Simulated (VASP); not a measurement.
Geometry relaxation, with input and output: NaCl$_{3}$ (part 4 of 5)

The same run, continued: NaCl$_{3}$ (8 atoms in the cell); Kohn-Sham DFT of a periodic cell, PBEsol, VASP PAW PBE potentials, recommended, no spin polarisation (VASP 6.6.1); cutoff 600 eV, 8×8×8 k-mesh, methfessel-paxton of 0.1 eV. The structure derives from a Materials Project entry.

Geometry of the input (Å; fractional positions):
```
5.5270  0.0000  0.0000
0.0000  5.5270  0.0000
0.0000  0.0000  5.5270
Na 0.5000  0.5000  0.5000
Na 0.0000  0.0000  0.0000
Cl 0.5000  0.0000  0.7500
Cl 0.0000  0.2500  0.5000
Cl 0.7500  0.5000  0.0000
Cl 0.5000  0.0000  0.2500
Cl 0.0000  0.7500  0.5000
Cl 0.2500  0.5000  0.0000
```

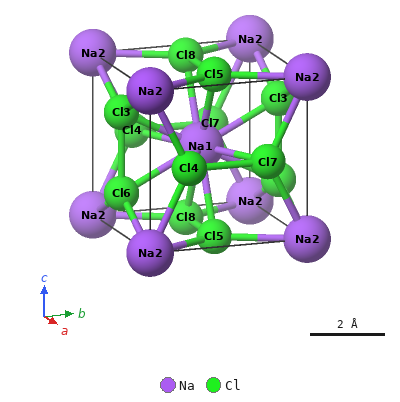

**Figure 1.** The geometry at step 7 of the log (ball-and-stick view of the cell of the calculation, seen slightly off an axis; atoms are numbered from 1 in the order of the input).

Parts of OUTCAR, continued:
```
 k-point     1 :       0.0000    0.0000    0.0000
  band No.  band energies     occupation
      1     -14.1518      2.00000
      2     -14.1518      2.00000
      3     -14.1518      2.00000
      4     -14.1033      2.00000
      5     -14.1033      2.00000
      6     -14.1033      2.00000
      7     -11.1822      2.00000
      8      -8.3473      2.00000
      9      -8.3473      2.00000
     10      -5.2443      2.00000
     11      -5.2443      2.00000
     12      -5.2443      2.00000
     13      -0.2284      2.00000
     14      -0.2284      2.00000
     15       0.8042      2.00000
     16       1.4566      2.00000
     17       1.4566      2.00000
     18       1.4566      2.00000
     19       4.7200      2.00000
     20       4.7200      2.00000
     21       4.7200      2.00000
     22       6.1718      2.00000
     23       6.1718      2.00000
     24       6.1718      2.00000
     25       7.3719      2.00000
     26       7.3719      2.00000
     27       7.3719      2.00000
     28      11.9855      0.00000
     29      11.9855      0.00000
     30      11.9856      0.00000
     31      15.0216      0.00000
     32      15.2659      0.00000
     33      15.2659      0.00000

 k-point     2 :       0.1250    0.0000    0.0000
  band No.  band energies     occupation
      1     -14.1583      2.00000
      2     -14.1495      2.00000
      3     -14.1495      2.00000
      4     -14.1162      2.00000
      5     -14.1047      2.00000
      6     -14.1047      2.00000
      7     -11.0867      2.00000
      8      -8.4759      2.00000
      9      -8.2689      2.00000
     10      -5.4687      2.00000
     11      -5.2372      2.00000
     12      -5.2372      2.00000
     13      -0.2316      2.00000
     14      -0.2285      2.00000
     15       0.9784      2.00000
     16       1.3870      2.00000
     17       1.3870      2.00000
     18       1.9202      2.00000
     19       4.6245      2.00000
     20       4.6245      2.00000
     21       4.7937      2.00000
     22       5.9826      2.00000
     23       6.4833      2.00000
     24       6.4833      2.00000
     25       7.2236      2.00000
     26       7.2261      2.00000
     27       7.2261      2.00000
     28      11.2271      0.00000
     29      11.9779      0.00000
     30      11.9779      0.00000
     31      14.3425      0.00000
     32      15.3402      0.00000
     33      15.5718      0.00000

 k-point     3 :       0.2500    0.0000    0.0000
  band No.  band energies     occupation
      1     -14.1736      2.00000
      2     -14.1462      2.00000
      3     -14.1431      2.00000
      4     -14.1431      2.00000
      5     -14.1087      2.00000
      6     -14.1087      2.00000
      7     -10.8136      2.00000
      8      -8.8312      2.00000
      9      -8.0379      2.00000
     10      -5.9925      2.00000
     11      -5.2198      2.00000
     12      -5.2198      2.00000
     13      -0.3374      2.00000
     14      -0.2382      2.00000
     15       1.2216      2.00000
     16       1.2216      2.00000
     17       1.8363      2.00000
     18       2.8544      2.00000
     19       4.5376      2.00000
     20       4.5376      2.00000
     21       5.0110      2.00000
     22       5.4851      2.00000
     23       6.8363      2.00000
     24       6.8406      2.00000
     25       6.8406      2.00000
     26       7.1603      2.00000
     27       7.1603      2.00000
     28       9.5447     -0.00000
     29      11.9561      0.00000
     30      11.9561      0.00000
     31      13.7199      0.00000
     32      15.9168      0.00000
     33      16.3578      0.00000

 k-point     4 :       0.3750    0.0000    0.0000
  band No.  band energies     occupation
      1     -14.1879      2.00000
      2     -14.1754      2.00000
      3     -14.1341      2.00000
      4     -14.1341      2.00000
      5     -14.1153      2.00000
      6     -14.1153      2.00000
      7     -10.3964      2.00000
      8      -9.3325      2.00000
      9      -7.6667      2.00000
     10      -6.6001      2.00000
     11      -5.2020      2.00000
     12      -5.2020      2.00000
     13      -0.3791      2.00000
     14      -0.2749      2.00000
     15       1.0610      2.00000
     16       1.0610      2.00000
     17       2.9764      2.00000
     18       4.0985      2.00000
     19       4.5613      2.00000
     20       4.5613      2.00000
     21       4.8007      2.00000
     22       5.3593      2.00000
     23       6.3301      2.00000
     24       6.4979      2.00000
     25       6.4979      2.00000
     26       7.6065      2.00000
     27       7.7332      2.00000
     28       7.7332      2.00000
     29      11.9275      0.00000
     30      11.9275      0.00000
     31      13.5801      0.00000
     32      14.8977      0.00000
     33      17.3115      0.00000

 k-point     5 :       0.5000    0.0000    0.0000
  band No.  band energies     occupation
      1     -14.1904      2.00000
      2     -14.1904      2.00000
      3     -14.1261      2.00000
      4     -14.1261      2.00000
      5     -14.1224      2.00000
      6     -14.1224      2.00000
      7      -9.8821      2.00000
      8      -9.8821      2.00000
      9      -7.1766      2.00000
     10      -7.1766      2.00000
     11      -5.1946      2.00000
     12      -5.1946      2.00000
     13      -0.3365      2.00000
     14      -0.3365      2.00000
     15       0.9960      2.00000
     16       0.9960      2.00000
     17       3.9785      2.00000
     18       3.9785      2.00000
     19       4.5971      2.00000
     20       4.5971      2.00000
     21       5.7237      2.00000
     22       5.7237      2.00000
     23       5.8136      2.00000
     24       5.8136      2.00000
     25       6.3428      2.00000
     26       6.3428      2.00000
     27       7.9731      2.06409
     28       7.9731      2.06409
     29      11.9127      0.00000
     30      11.9127      0.00000
     31      13.9872      0.00000
     32      13.9872      0.00000
     33      17.6788      0.00000

 [... the levels of 18 k-points are left out ...]

 k-point    24 :       0.5000    0.3750    0.1250
  band No.  band energies     occupation
      1     -14.2306      2.00000
      2     -14.2293      2.00000
      3     -14.1303      2.00000
      4     -14.1300      2.00000
      5     -14.1145      2.00000
      6     -14.1111      2.00000
      7      -9.3158      2.00000
      8      -9.1040      2.00000
      9      -7.8877      2.00000
     10      -7.7487      2.00000
     11      -6.4156      2.00000
     12      -5.5286      2.00000
     13       0.0751      2.00000
     14       1.7122      2.00000
     15       2.0812      2.00000
     16       2.3266      2.00000
     17       3.0373      2.00000
     18       3.3423      2.00000
     19       4.0654      2.00000
     20       4.3521      2.00000
     21       5.0835      2.00000
     22       5.3589      2.00000
     23       6.0293      2.00000
     24       6.4033      2.00000
     25       7.0807      2.00000
     26       7.6222      2.00000
     27       7.7006      2.00000
     28       7.8162      2.00023
     29       8.1496      0.41509
     30      11.1314      0.00000
     31      15.3260      0.00000
     32      15.6187      0.00000
     33      16.8398      0.00000

 [... further k-points ...]

------------------------ aborting loop because EDIFF is reached ----------------------------------------

  FORCE on cell =-STRESS in cart. coord.  units (eV):
  Direction    XX          YY          ZZ          XY          YZ          ZX
  --------------------------------------------------------------------------------------
  -------------------------------------------------------------------------------------
  Total       35.5766241     35.5766241     35.5766241      0.0000000     -0.0000000      0.0000000
  in kB      599.9987263    599.9987263    599.9987263      0.0000000     -0.0000000      0.0000000
  external PRESSURE =      -0.0012737 kB  Pullay stress =     600.0000000 kB

 VOLUME and BASIS-vectors are now :
 -----------------------------------------------------------------------------
  energy-cutoff  :      600.00
  volume of cell :       95.00
      direct lattice vectors                 reciprocal lattice vectors
     4.562907483  0.000000000 -0.000000000     0.219158509  0.000000000 -0.000000000
    -0.000000000  4.562907483 -0.000000000    -0.000000000  0.219158509 -0.000000000
     0.000000000  0.000000000  4.562907483     0.000000000  0.000000000  0.219158509

 POSITION                                       TOTAL-FORCE (eV/Angst)
 -----------------------------------------------------------------------------------
      2.28145      2.28145      2.28145        -0.000000      0.000000     -0.000000
      0.00000      0.00000      0.00000        -0.000000      0.000000     -0.000000
      2.28145      0.00000      3.42218        -0.000000      0.000000      0.000000
      0.00000      1.14073      2.28145        -0.000000     -0.000000      0.000000
      3.42218      2.28145     -0.00000        -0.000000      0.000000      0.000000
      2.28145      0.00000      1.14073         0.000000     -0.000000     -0.000000
      0.00000      3.42218      2.28145        -0.000000      0.000000     -0.000000
      1.14073      2.28145     -0.00000         0.000000     -0.000000     -0.000000
 -----------------------------------------------------------------------------------
    total drift:                                0.000000      0.000000     -0.000000

  FREE ENERGIE OF THE ION-ELECTRON SYSTEM (eV)
  ---------------------------------------------------
  free  energy   TOTEN  =       -12.7445040837 eV

  energy  without entropy=      -12.7447259999  energy(sigma->0) =      -12.74457806

  enthalpy is  TOTEN    =        22.8321955703 eV   P V=       35.5766996540

 reached required accuracy - stopping structural energy minimisation
```

CONTCAR:
```
NaCl3
   1.00000000000000
     4.5629074827817977    0.0000000000000000   -0.0000000000000000
    -0.0000000000000000    4.5629074827817968   -0.0000000000000000
     0.0000000000000000    0.0000000000000000    4.5629074827817968
  Na              Cl
     2     6
Direct
     0.5000000000000000    0.5000000000000000    0.5000000000000000
     0.0000000000000000    0.0000000000000000    0.0000000000000000
     0.5000000000000000    0.0000000000000000    0.7500000000000000
     0.0000000000000000    0.2500000000000000    0.5000000000000000
     0.7500000000000000    0.5000000000000000    0.0000000000000000
     0.5000000000000000    0.0000000000000000    0.2500000000000000
     0.0000000000000000    0.7500000000000000    0.5000000000000000
     0.2500000000000000    0.5000000000000000    0.0000000000000000

  0.00000000E+00  0.00000000E+00  0.00000000E+00
  0.00000000E+00  0.00000000E+00  0.00000000E+00
  0.00000000E+00  0.00000000E+00  0.00000000E+00
  0.00000000E+00  0.00000000E+00  0.00000000E+00
  0.00000000E+00  0.00000000E+00  0.00000000E+00
  0.00000000E+00  0.00000000E+00  0.00000000E+00
  0.00000000E+00  0.00000000E+00  0.00000000E+00
  0.00000000E+00  0.00000000E+00  0.00000000E+00
```

Trajectory as extended XYZ (Å, eV, eV/Å), 19 frames, from step=0 to step=18:
```
8
Lattice="5.5270 0.0000 0.0000 0.0000 5.5270 0.0000 0.0000 0.0000 5.5270" Properties=species:S:1:pos:R:3:forces:R:3 step=0 energy=-19.86555
Na    2.7635    2.7635    2.7635    0.0000   0.0000   0.0000
Na    0.0000    0.0000    0.0000    0.0000   0.0000   0.0000
Cl    2.7635    0.0000    4.1453    0.0000   0.0000   0.0000
Cl    0.0000    1.3818    2.7635    0.0000   0.0000   0.0000
Cl    4.1453    2.7635    0.0000    0.0000   0.0000   0.0000
Cl    2.7635    0.0000    1.3818    0.0000   0.0000   0.0000
Cl    0.0000    4.1453    2.7635    0.0000   0.0000   0.0000
Cl    1.3818    2.7635    0.0000    0.0000   0.0000   0.0000
8
Lattice="3.3349 0.0000 -0.0000 0.0000 3.3349 -0.0000 -0.0000 -0.0000 3.3349" Properties=species:S:1:pos:R:3:forces:R:3 step=1 energy=108.70088
Na    1.6675    1.6675    1.6675    0.0000   0.0000   0.0000
Na    3.3349    3.3349    3.3349    0.0000   0.0000   0.0000
Cl    1.6675    3.3349    2.5012    0.0000   0.0000   0.0000
Cl    0.0000    0.8337    1.6675    0.0000   0.0000   0.0000
Cl    2.5012    1.6675    0.0000    0.0000   0.0000   0.0000
Cl    1.6675    3.3349    0.8337    0.0000   0.0000   0.0000
Cl    3.3349    2.5012    1.6675    0.0000   0.0000   0.0000
Cl    0.8337    1.6675    0.0000    0.0000   0.0000   0.0000
8
Lattice="4.8272 0.0000 -0.0000 0.0000 4.8272 -0.0000 -0.0000 -0.0000 4.8272" Properties=species:S:1:pos:R:3:forces:R:3 step=2 energy=-17.27253
Na    2.4136    2.4136    2.4136    0.0000   0.0000   0.0000
Na    0.0000    0.0000    0.0000    0.0000   0.0000   0.0000
Cl    2.4136    0.0000    3.6204    0.0000   0.0000   0.0000
Cl    4.8272    1.2068    2.4136    0.0000   0.0000   0.0000
Cl    3.6204    2.4136    4.8272    0.0000   0.0000   0.0000
Cl    2.4136    0.0000    1.2068    0.0000   0.0000   0.0000
Cl    0.0000    3.6204    2.4136    0.0000   0.0000   0.0000
Cl    1.2068    2.4136    4.8272    0.0000   0.0000   0.0000
8
Lattice="4.7030 0.0000 -0.0000 0.0000 4.7030 -0.0000 -0.0000 -0.0000 4.7030" Properties=species:S:1:pos:R:3:forces:R:3 step=3 energy=-15.52324
Na    2.3515    2.3515    2.3515    0.0000   0.0000   0.0000
Na    4.7030    4.7030    4.7030    0.0000   0.0000   0.0000
Cl    2.3515    4.7030    3.5272    0.0000   0.0000   0.0000
Cl    0.0000    1.1757    2.3515    0.0000   0.0000   0.0000
Cl    3.5272    2.3515    0.0000    0.0000   0.0000   0.0000
Cl    2.3515    4.7030    1.1757    0.0000   0.0000   0.0000
Cl    4.7030    3.5272    2.3515    0.0000   0.0000   0.0000
Cl    1.1757    2.3515    0.0000    0.0000   0.0000   0.0000
8
Lattice="4.5521 0.0000 -0.0000 0.0000 4.5521 -0.0000 -0.0000 -0.0000 4.5521" Properties=species:S:1:pos:R:3:forces:R:3 step=4 energy=-12.48791
Na    2.2760    2.2760    2.2760    0.0000   0.0000   0.0000
Na    0.0000    0.0000    0.0000    0.0000   0.0000   0.0000
Cl    2.2760    0.0000    3.4141    0.0000   0.0000   0.0000
Cl    0.0000    1.1380    2.2760    0.0000   0.0000   0.0000
Cl    3.4141    2.2760    0.0000    0.0000   0.0000   0.0000
Cl    2.2760    0.0000    1.1380    0.0000   0.0000   0.0000
Cl    0.0000    3.4141    2.2760    0.0000   0.0000   0.0000
Cl    1.1380    2.2760    0.0000    0.0000   0.0000   0.0000
8
Lattice="4.5716 0.0000 -0.0000 0.0000 4.5716 -0.0000 -0.0000 -0.0000 4.5716" Properties=species:S:1:pos:R:3:forces:R:3 step=5 energy=-12.94519
Na    2.2858    2.2858    2.2858    0.0000   0.0000   0.0000
Na    0.0000    0.0000    0.0000    0.0000   0.0000   0.0000
Cl    2.2858    0.0000    3.4287    0.0000   0.0000   0.0000
Cl    0.0000    1.1429    2.2858    0.0000   0.0000   0.0000
Cl    3.4287    2.2858    0.0000    0.0000   0.0000   0.0000
Cl    2.2858    0.0000    1.1429    0.0000   0.0000   0.0000
Cl    0.0000    3.4287    2.2858    0.0000   0.0000   0.0000
Cl    1.1429    2.2858    0.0000    0.0000   0.0000   0.0000
8
Lattice="4.5713 0.0000 -0.0000 0.0000 4.5713 -0.0000 0.0000 0.0000 4.5713" Properties=species:S:1:pos:R:3:forces:R:3 step=6 energy=-12.93891
Na    2.2856    2.2856    2.2856    0.0000   0.0000   0.0000
Na    0.0000    0.0000    4.5713    0.0000   0.0000   0.0000
Cl    2.2856    0.0000    3.4285    0.0000   0.0000   0.0000
Cl    4.5713    1.1428    2.2856    0.0000   0.0000   0.0000
Cl    3.4285    2.2856    0.0000    0.0000   0.0000   0.0000
Cl    2.2856    4.5713    1.1428    0.0000   0.0000   0.0000
Cl    4.5713    3.4285    2.2856    0.0000   0.0000   0.0000
Cl    1.1428    2.2856    0.0000    0.0000   0.0000   0.0000
8
Lattice="4.5705 0.0000 -0.0000 -0.0000 4.5705 -0.0000 0.0000 0.0000 4.5705" Properties=species:S:1:pos:R:3:forces:R:3 step=7 energy=-12.92006
Na    2.2852    2.2852    2.2852    0.0000   0.0000   0.0000
Na    0.0000    0.0000    0.0000    0.0000   0.0000   0.0000
Cl    2.2852    0.0000    3.4279    0.0000   0.0000   0.0000
Cl    0.0000    1.1426    2.2852    0.0000   0.0000   0.0000
Cl    3.4279    2.2852    0.0000    0.0000   0.0000   0.0000
Cl    2.2852    0.0000    1.1426    0.0000   0.0000   0.0000
Cl    0.0000    3.4279    2.2852    0.0000   0.0000   0.0000
Cl    1.1426    2.2852    0.0000    0.0000   0.0000   0.0000
8
Lattice="4.5705 0.0000 -0.0000 -0.0000 4.5705 -0.0000 0.0000 0.0000 4.5705" Properties=species:S:1:pos:R:3:forces:R:3 step=8 energy=-12.91991
Na    2.2852    2.2852    2.2852    0.0000   0.0000   0.0000
Na    0.0000    0.0000    4.5705    0.0000   0.0000   0.0000
Cl    2.2852    0.0000    3.4279    0.0000   0.0000   0.0000
Cl    0.0000    1.1426    2.2852    0.0000   0.0000   0.0000
Cl    3.4279    2.2852    0.0000    0.0000   0.0000   0.0000
Cl    2.2852    0.0000    1.1426    0.0000   0.0000   0.0000
Cl    4.5705    3.4279    2.2852    0.0000   0.0000   0.0000
Cl    1.1426    2.2852    0.0000    0.0000   0.0000   0.0000
8
Lattice="4.5705 0.0000 -0.0000 -0.0000 4.5705 -0.0000 0.0000 0.0000 4.5705" Properties=species:S:1:pos:R:3:forces:R:3 step=9 energy=-12.91945
Na    2.2852    2.2852    2.2852    0.0000   0.0000   0.0000
Na    0.0000    0.0000    0.0000    0.0000   0.0000   0.0000
Cl    2.2852    0.0000    3.4278    0.0000   0.0000   0.0000
Cl    0.0000    1.1426    2.2852    0.0000   0.0000   0.0000
Cl    3.4278    2.2852    0.0000    0.0000   0.0000   0.0000
Cl    2.2852    0.0000    1.1426    0.0000   0.0000   0.0000
Cl    0.0000    3.4278    2.2852    0.0000   0.0000   0.0000
Cl    1.1426    2.2852    0.0000    0.0000   0.0000   0.0000
8
Lattice="4.5704 0.0000 -0.0000 -0.0000 4.5704 -0.0000 0.0000 0.0000 4.5704" Properties=species:S:1:pos:R:3:forces:R:3 step=10 energy=-12.91853
Na    2.2852    2.2852    2.2852    0.0000   0.0000   0.0000
Na    0.0000    0.0000    4.5704    0.0000   0.0000   0.0000
Cl    2.2852    0.0000    3.4278    0.0000   0.0000   0.0000
Cl    0.0000    1.1426    2.2852    0.0000   0.0000   0.0000
Cl    3.4278    2.2852    0.0000    0.0000   0.0000   0.0000
Cl    2.2852    0.0000    1.1426    0.0000   0.0000   0.0000
Cl    4.5704    3.4278    2.2852    0.0000   0.0000   0.0000
Cl    1.1426    2.2852    0.0000    0.0000   0.0000   0.0000
8
Lattice="4.5703 0.0000 -0.0000 -0.0000 4.5703 -0.0000 0.0000 0.0000 4.5703" Properties=species:S:1:pos:R:3:forces:R:3 step=11 energy=-12.91668
Na    2.2852    2.2852    2.2852    0.0000   0.0000   0.0000
Na    0.0000    0.0000    0.0000    0.0000   0.0000   0.0000
Cl    2.2852    0.0000    3.4277    0.0000   0.0000   0.0000
Cl    0.0000    1.1426    2.2852    0.0000   0.0000   0.0000
Cl    3.4277    2.2852    0.0000    0.0000   0.0000   0.0000
Cl    2.2852    0.0000    1.1426    0.0000   0.0000   0.0000
Cl    0.0000    3.4277    2.2852    0.0000   0.0000   0.0000
Cl    1.1426    2.2852    0.0000    0.0000   0.0000   0.0000
8
Lattice="4.5702 0.0000 -0.0000 -0.0000 4.5702 -0.0000 0.0000 0.0000 4.5702" Properties=species:S:1:pos:R:3:forces:R:3 step=12 energy=-12.91299
Na    2.2851    2.2851    2.2851    0.0000   0.0000   0.0000
Na    0.0000    0.0000    4.5702    0.0000   0.0000   0.0000
Cl    2.2851    0.0000    3.4276    0.0000   0.0000   0.0000
Cl    0.0000    1.1425    2.2851    0.0000   0.0000   0.0000
Cl    3.4276    2.2851    0.0000    0.0000   0.0000   0.0000
Cl    2.2851    0.0000    1.1425    0.0000   0.0000   0.0000
Cl    4.5702    3.4276    2.2851    0.0000   0.0000   0.0000
Cl    1.1425    2.2851    0.0000    0.0000   0.0000   0.0000
8
Lattice="4.5699 0.0000 -0.0000 -0.0000 4.5699 -0.0000 0.0000 0.0000 4.5699" Properties=species:S:1:pos:R:3:forces:R:3 step=13 energy=-12.90560
Na    2.2849    2.2849    2.2849    0.0000   0.0000   0.0000
Na    0.0000    0.0000    0.0000    0.0000   0.0000   0.0000
Cl    2.2849    0.0000    3.4274    0.0000   0.0000   0.0000
Cl    0.0000    1.1425    2.2849    0.0000   0.0000   0.0000
Cl    3.4274    2.2849    0.0000    0.0000   0.0000   0.0000
Cl    2.2849    0.0000    1.1425    0.0000   0.0000   0.0000
Cl    0.0000    3.4274    2.2849    0.0000   0.0000   0.0000
Cl    1.1425    2.2849    0.0000    0.0000   0.0000   0.0000
```
